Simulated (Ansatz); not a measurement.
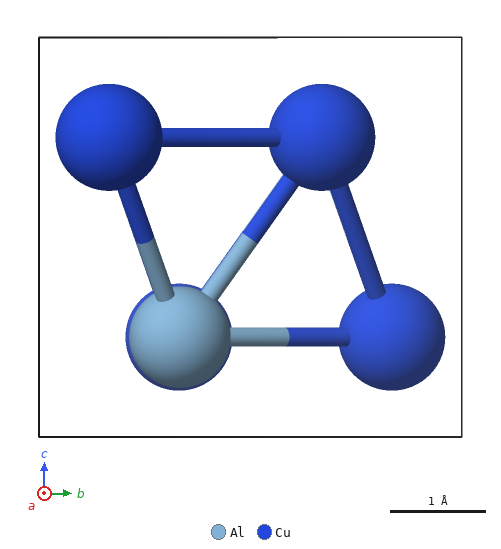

A crystal of AlCu3 (set up in P6_3/mmc), before the relaxation. Style: ball-and-stick. Shown: the cell of the calculation, along the a axis.

Level of theory: DFT PBEsol, scalar-relativistic, plane waves, PAW in Ansatz 0.2.0.

Input
```yaml
crystal:
  lattice:
    - [5.137917364, 0.0, 0.0]
    - [-2.568958682, 4.4495669597, 0.0]
    - [0.0, 0.0, 4.20614006]
  atoms:
    - { symbol: Al, position: [0.66666667, 0.33333333, 0.25] }
    - { symbol: Al, position: [0.33333333, 0.66666667, 0.75] }
    - { symbol: Cu, position: [0.33106471, 0.16553236, 0.75] }
    - { symbol: Cu, position: [0.83446764, 0.16553236, 0.75] }
    - { symbol: Cu, position: [0.83446764, 0.66893529, 0.75] }
    - { symbol: Cu, position: [0.66893529, 0.83446764, 0.25] }
    - { symbol: Cu, position: [0.16553236, 0.83446764, 0.25] }
    - { symbol: Cu, position: [0.16553236, 0.33106471, 0.25] }
basis:
  ecutwfc: 420
kpoints:
  mp_grid: { grid: [12, 12, 8] }
hamiltonian:
  xc: pbesol
scf:
  occupations: { method: gaussian, width: 0.1 }
output:
  forces: true
  stress: true
  eigenvalues: true
  write_density: true
  write_potential: true
  elf: true
  volumetric_format: npy
relax:
  adjacent_minimum: "off"
  f_tol: 0.005
  max_steps: 80
  cell: { stress_tol: 0.05 }
```

Launched with:
```bash
ansatz run input.yaml --threads 2 --pin off --max-ram 5120MiB --backend cpu --events-out ev --progress --plain --runs-dir out
```

Q: What does the optimiser find from here?

A: No atom moves by more than 0.005 Å relative to the cell. The drawn cell changes as follows: a = b 5.138 → 5.141 Å (+0.1 %), c 4.206 → 4.179 Å (−0.7 %); the volume changes by −0.5 %. Among the contacts that change: Cu3–Cu7 2.568 → 2.556 Å, Al1–Cu3 2.579 → 2.570 Å, Cu3–Cu4 2.586 → 2.591 Å. The space group stays P6_3/mmc (No. 194). After 2 accepted moves (3 points after the start) the energy has fallen by 3.2 meV per cell of the calculation. Largest force component: 0.022 eV/Å at the start, 0.0011 eV/Å at the end. The pressure goes from −0.80 to 0.02 GPa. The SCF was repeated once at an unchanged geometry on a basis and grid sized afresh for the cell, which shifted the energy by 0.3 meV per cell of the calculation at most. The run took 2.5 min on 2 threads of Intel(R) Xeon(R) Processor @ 2.50GHz (Skylake/Cascade Lake) (shared host), peak memory 0.78 GiB.

History of the run:

```csv
step,"E − E(0), meV/atom","largest force component, eV/Å","pressure, GPa","volume, Å³/atom",note
0,0.00,0.0224,-0.80,12.020,
1,-0.31,0.0156,-0.34,11.983,
2,-0.44,0.0011,0.02,11.955,
3,-0.40,0.0011,0.02,11.955,"same geometry, new basis"
```
